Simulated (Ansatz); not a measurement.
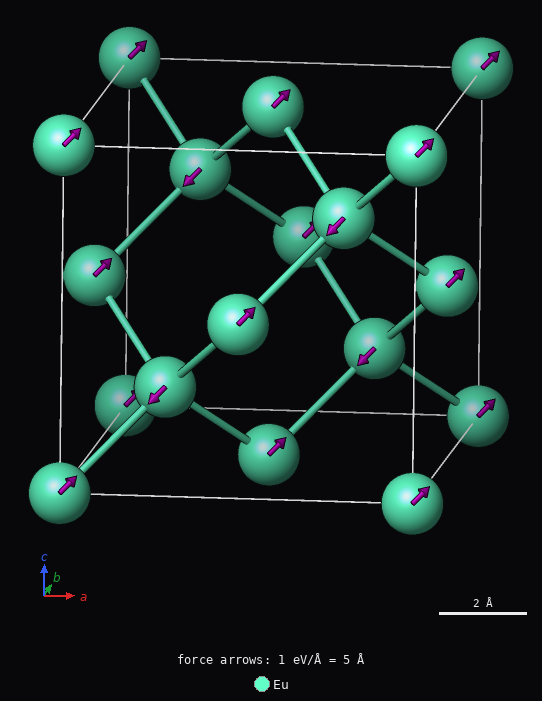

A changed version of crystalline Eu (a generated structure, set up in Fd-3m), with the computed forces as purple arrows. Besides, the cell is strained by +2.0 % along [1 1 1] and −1.0 % across it (volume 0.0 %). Style: ball-and-stick. Shown: the conventional cell (4 times the calculation's cell), slightly off an axis. Lengths and directions refer to the drawn axes.

The calculation used DFT, PBE, PAW with Ansatz's default frozen-core files, scalar-relativistic in Ansatz 0.2.0. Set-up: plane-wave cutoff 420 eV; k-point mesh 10 × 10 × 10; occupations fermi dirac; smearing width 0.05 eV; collinear spin.

**How do the forces relate to the distortion?**

The atoms keep their fractional coordinates. No relaxation follows. The energy changes by less than 1 meV per atom. The pressure goes from 0.0 to 0.0 GPa. The largest forces, 0.12 eV/Å, act on 2 Eu atoms of the calculation's cell. The absolute magnetisation stays at 16.07 μB per cell. Among the bonded contacts that change: Eu–Eu 3.591 → 3.568 to 3.663 Å. The space group (tolerance 0.01 Å) goes from Fd-3m (No. 227) to R-3m (No. 166).
